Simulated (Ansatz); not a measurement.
# What a change does: band-structure calculation on SiC

System: SiC (F-43m, 2 atoms in the cell).
Method of run 1: DFT, LDA, all-electron LAPW, scalar-relativistic, no spin polarisation (Ansatz 0.2.0).

The structure derives from an entry of the Crystallography Open Database. Text and figures count atoms from 1; the logs count them from 0 in places.

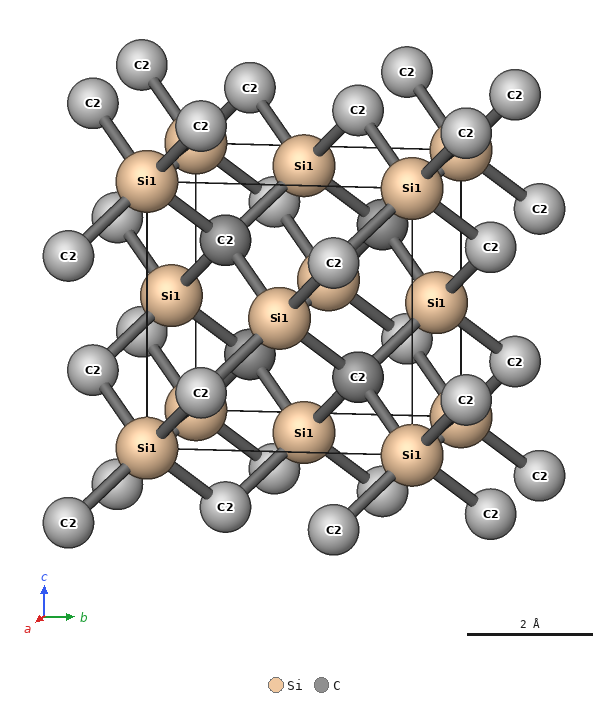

**Figure 1.** The input geometry (ball-and-stick view of the cell 4 times as large as that of the calculation, set on its symmetry axes, seen slightly off an axis; neighbours outside the cell are drawn fainter; atoms are numbered from 1 in the order of the input). An atom can appear more than once, as a periodic image. Near neighbours in the periodic cell (some may lie outside the picture): Si has 4 C at 1.88 Å; C has 4 Si at 1.88 Å.

## Input file, run 1
```yaml
crystal:
  lattice:
    - [0.0, 2.174, 2.174]
    - [2.174, 0.0, 2.174]
    - [2.174, 2.174, 0.0]
  atoms:
    - { symbol: Si, position: [0.0, 0.0, 0.0] }
    - { symbol: C, position: [0.75, 0.75, 0.75] }
kpoints:
  mp_grid: { grid: [16, 16, 16] }
  band_path:
    path:
      - [0.0, 0.0, 0.0]
      - [-0.5, -0.5, 0.0]
      - [-0.375, -0.375, 0.25]
      - [-0.375, 0.0, 0.375]
      - [0.0, 0.0, 0.0]
      - [0.0, 0.0, 0.5]
      - [-0.5, -0.25, 0.25]
      - [-0.5, -0.5, 0.0]
    npoints: 5
scf:
  occupations: { method: fermi_dirac, width: 0.05 }
hamiltonian:
  xc: lda
  pseudopotentials: { kind: all_electron, lapw: { basis_error: 0.00025 } }
output:
  forces: true
  stress: true
  eigenvalues: true
```

Command:
```bash
ansatz run input.yaml --threads 1 --pin off --max-ram 2048MiB --backend cpu --events-out ev --progress --plain --runs-dir out
```

Hardware: 1 thread of Arm Neoverse V1, 24 GiB of memory available, shared host.

## Output, shortened to warnings, some set-up lines, iterations and results (run 1)
```
Basis set: ecut = 416.63401174648493 eV, 411 PW (Γ), exchange–correlation at level 2
Symmetry: 24 space group operations
k-points: 145 of 4096 (time reversal used)
Initial density: superposition of atomic densities (chi_scale 0.1, normalization cell, long waves kept (reshape's long-wave potential 0.00 eV rms))
[...]
SCF iter   1: F=—  HF=-8896.723355 eV  |F-HF|=—  |Δ(HF+E_count)|=         —  Δρ=1.45e-1  dr2=5.10e0  ethr=2.83e-2  ⟨swp⟩=2.0  Hψ=13279  notcnv=0
SCF iter   2: F=—  HF=-8894.847227 eV  |F-HF|=—  |Δ(HF+E_count)|=    1.88e0  Δρ=3.99e-2  dr2=2.24e-1  ethr=1.24e-3  ⟨swp⟩=2.0  Hψ=10060  notcnv=0
SCF iter   3: F=—  HF=-8894.708698 eV  |F-HF|=—  |Δ(HF+E_count)|=         —  Δρ=1.65e-2  dr2=3.45e-2  ethr=1.24e-3  ⟨swp⟩=3.0  Hψ=5905  notcnv=0
SCF iter   4: F=—  HF=-8894.697465 eV  |F-HF|=—  |Δ(HF+E_count)|=   1.12e-2  Δρ=1.01e-3  dr2=1.31e-4  ethr=1.92e-4  ⟨swp⟩=2.0  Hψ=5087  notcnv=0
SCF iter   5: F=—  HF=-8894.697442 eV  |F-HF|=—  |Δ(HF+E_count)|=   2.31e-5  Δρ=1.59e-4  dr2=2.76e-6  ethr=7.28e-7  ⟨swp⟩=3.0  Hψ=5010  notcnv=0
SCF iter   6: F=—  HF=-8894.697442 eV  |F-HF|=—  |Δ(HF+E_count)|=   8.70e-8  Δρ=4.25e-5  dr2=2.03e-7  ethr=1.53e-8  ⟨swp⟩=2.0  Hψ=4517  notcnv=0
SCF iter   7: F=-8894.697441 eV  HF=-8894.697441 eV  |F-HF|=1.28e-9  |Δ(HF+E_count)|=   9.85e-8  Δρ=3.07e-6  dr2=9.90e-10  ethr=1.13e-9  ⟨swp⟩=3.0  Hψ=4828  notcnv=0
SCF 1 converged in 7 iterations: F = -8894.697441 eV  dr2 = 9.90e-10
NSCF: frozen V_eff on 36 k-points
SCF converged after 7 iterations
Free energy (F): -8894.697441 eV
Harris-Foulkes:  -8894.697441 eV  (|F-HF|=1.28e-9)
Internal energy: -8894.697441 eV  (E = F + TS)
E sigma→0 (E₀):  -8894.697441 eV
Entropy (-TS):   -0.000000 eV (-0.000 meV/atom)
Fermi energy:    11.327202 eV
--- Per-component energies (eV) ---
  E_band       = -1175.619954
  E_kinetic    = 8901.788101
  E_xc         = -681.139184
  E_electrostatic = -17115.346358  (all electrons and nuclei)
  E_smearing   = -0.000000  (= −TS)
  E_closure    = 0.000000  (closes the sum)
  E_atoms      = -8878.040847  (free atoms, spherical and without spin; not in F)
  Σ components = -8894.697441   (vs F -8894.697441, Δ=0.00e0)
  Basis errors (estimates in eV, not in F): energy 1.3e-4 per atom: plane waves 1.2e-4 (7.4e-5 summed), levels above the bands 4.9e-90, relativity 5.8e-9, radial functions 7.9e-6, core shells 1.7e-13; eigenvalues (radial functions only) 7.5e-7; not estimated: angular momenta, meshes, grids; target …
--- Forces (eV/Å), atoms counted from 1 ---
  atom   1  Si    -0.00000000    -0.00000000     0.00000000
  atom   2  C      0.00000000    -0.00000000    -0.00000000
  max |Σ_I F_I| component: 3.24e-17 eV/Å
--- Stress (GPa, compression-positive) ---
       -2.965947       0.000000      -0.000000
        0.000000      -2.965947      -0.000000
       -0.000000      -0.000000      -2.965947
  P = ⅓ Tr σ = -2.9659 GPa (-29.659 kbar)
```

The input of run 2 differs as follows (lines with − go, lines with + come):
```diff
-  mp_grid: { grid: [16, 16, 16] }
+  mp_grid: { grid: [16, 16, 16], shift: [0.5, 0.5, 0.5] }
```

What does this change do to the results?

The energy doesn't change within 0.01 meV per atom. The number of SCF iterations is the same. The irreducible k-points go from 145 to 408. On the same kind of shared host run 2 took about 2.7 times as long.

## Output, shortened to warnings, some set-up lines, iterations and results (run 2)
```
Warning: crystal.symmetry: narrowed to the stabiliser of the k-point mesh — unitary ops 24 → 6; excluded 18 operations that carry a point of the 16×16×16 mesh (shift [0.5, 0.5, 0.5]) off the mesh (the run samples exactly the mesh kpoints.mp_grid names, as under crystal.symmetry.detect: false, and its converged state has the mesh's symmetry, not the crystal's; ε∞, the Born charges and the force …
Basis set: ecut = 416.63401174648493 eV, 411 PW (Γ), exchange–correlation at level 2
Symmetry: 6 space group operations
k-points: 408 of 4096 (time reversal used)
Initial density: superposition of atomic densities (chi_scale 0.1, normalization cell, long waves kept (reshape's long-wave potential 0.00 eV rms))
[...]
SCF iter   1: F=—  HF=-8896.723355 eV  |F-HF|=—  |Δ(HF+E_count)|=         —  Δρ=1.45e-1  dr2=5.10e0  ethr=2.83e-2  ⟨swp⟩=2.0  Hψ=37400  notcnv=0
SCF iter   2: F=—  HF=-8894.847231 eV  |F-HF|=—  |Δ(HF+E_count)|=    1.88e0  Δρ=3.99e-2  dr2=2.24e-1  ethr=1.24e-3  ⟨swp⟩=2.0  Hψ=28346  notcnv=0
SCF iter   3: F=—  HF=-8894.708699 eV  |F-HF|=—  |Δ(HF+E_count)|=         —  Δρ=1.65e-2  dr2=3.45e-2  ethr=1.24e-3  ⟨swp⟩=3.0  Hψ=16680  notcnv=0
SCF iter   4: F=—  HF=-8894.697465 eV  |F-HF|=—  |Δ(HF+E_count)|=   1.12e-2  Δρ=1.01e-3  dr2=1.31e-4  ethr=1.92e-4  ⟨swp⟩=2.0  Hψ=14306  notcnv=0
SCF iter   5: F=—  HF=-8894.697442 eV  |F-HF|=—  |Δ(HF+E_count)|=   2.31e-5  Δρ=1.60e-4  dr2=2.77e-6  ethr=7.28e-7  ⟨swp⟩=3.0  Hψ=14102  notcnv=0
SCF iter   6: F=—  HF=-8894.697442 eV  |F-HF|=—  |Δ(HF+E_count)|=   8.86e-8  Δρ=4.25e-5  dr2=2.03e-7  ethr=1.54e-8  ⟨swp⟩=2.0  Hψ=12687  notcnv=0
SCF iter   7: F=-8894.697442 eV  HF=-8894.697442 eV  |F-HF|=1.27e-9  |Δ(HF+E_count)|=   9.90e-8  Δρ=3.08e-6  dr2=9.99e-10  ethr=1.13e-9  ⟨swp⟩=3.0  Hψ=13560  notcnv=0
SCF 1 converged in 7 iterations: F = -8894.697442 eV  dr2 = 9.99e-10
NSCF: frozen V_eff on 36 k-points
SCF converged after 7 iterations
Free energy (F): -8894.697442 eV
Harris-Foulkes:  -8894.697442 eV  (|F-HF|=1.27e-9)
Internal energy: -8894.697442 eV  (E = F + TS)
E sigma→0 (E₀):  -8894.697442 eV
Fermi energy:    11.341970 eV
--- Per-component energies (eV) ---
  E_band       = -1175.619976
  E_kinetic    = 8901.788102
  E_xc         = -681.139182
  E_electrostatic = -17115.346362  (all electrons and nuclei)
  E_smearing   = -0.000000  (= −TS)
  E_closure    = 0.000000  (closes the sum)
  E_atoms      = -8878.040847  (free atoms, spherical and without spin; not in F)
  Σ components = -8894.697442   (vs F -8894.697442, Δ=0.00e0)
  Basis errors (estimates in eV, not in F): energy 1.3e-4 per atom: plane waves 1.2e-4 (7.4e-5 summed), levels above the bands 1.8e-90, relativity 5.8e-9, radial functions 7.9e-6, core shells 1.7e-13; eigenvalues (radial functions only) 7.6e-7; not estimated: angular momenta, meshes, grids; target …
--- Forces (eV/Å), atoms counted from 1 ---
  atom   1  Si    -0.00000039    -0.00000039    -0.00000039
  atom   2  C      0.00000048     0.00000048     0.00000048
  max |Σ_I F_I| component: 8.91e-8 eV/Å
--- Stress (GPa, compression-positive) ---
       -2.965960      -0.000019      -0.000019
       -0.000019      -2.965960      -0.000019
       -0.000019      -0.000019      -2.965960
  P = ⅓ Tr σ = -2.9660 GPa (-29.660 kbar)
```

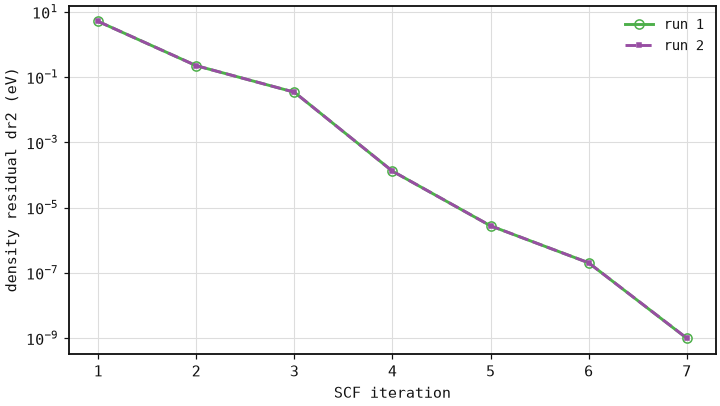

**Figure 2.** Convergence of the two runs: density residual dr2 against the SCF iteration. Run 1 takes 7 iterations in all, and run 2 takes 7.

## The two runs side by side

```csv
quantity,run 1,run 2
outcome,converged,converged
free energy per atom (eV),−4447.3487,−4447.3487
pressure (GPa),−2.97,−2.97
largest force (eV/Å),0.000,0.000
SCF iterations,7,7
irreducible k-points,145,408
plane waves at Γ,411,411
wall time (shared host),37 s,98 s
```

For run 2: Warnings: the k-point mesh lowers the symmetry that the run can use.
